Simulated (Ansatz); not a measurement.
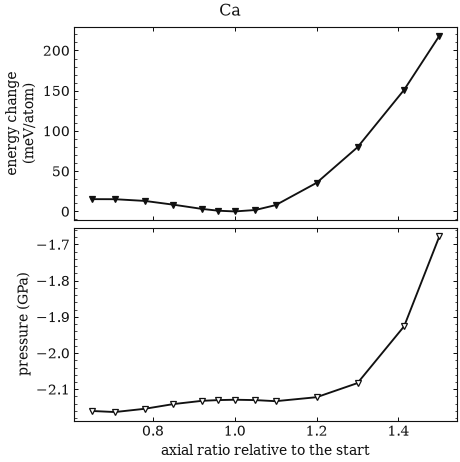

The picture above shows the energy change and pressure against relative axial ratio for Ca, space group Fm-3m (No. 225).

Starting cell:
```yaml
crystal:
  lattice:
    - [0.00000, 2.79420, 2.79420]
    - [2.79420, 0.00000, 2.79420]
    - [2.79420, 2.79420, 0.00000]
  atoms:
    - { symbol: Ca, position: [0.00000, 0.00000, 0.00000] }
```

Computed with Ansatz 0.2.0: deformation of a crystal at fixed volume, lengths along the axis scaled against those across it, fractional coordinates fixed, by plane-wave density functional theory with PAW datasets, free energies less that of the undisturbed cell, pressure positive in compression; scalar-relativistic. Level: LDA, no spin polarisation.

```
       setting                              value
   wave cutoff                             420 eV
        k mesh                           16×16×16
   occupations                           Gaussian
smearing width                            0.15 eV
       k shift             (0, 0, 0) (mesh steps)
         start                           as given
          path                         tetragonal
axis direction  (0, 0, 1) (Cartesian unit vector)
```

> At which relative axial ratio is the energy change least?

The lowest computed point is at relative axial ratio 1.000 (0 meV/atom), in a single well.

> How does the pressure vary with relative axial ratio?

It rises from −2.160 GPa at relative axial ratio 0.650 to −1.678 GPa at 1.500.

Keep in mind: reference crystal is not relaxed.
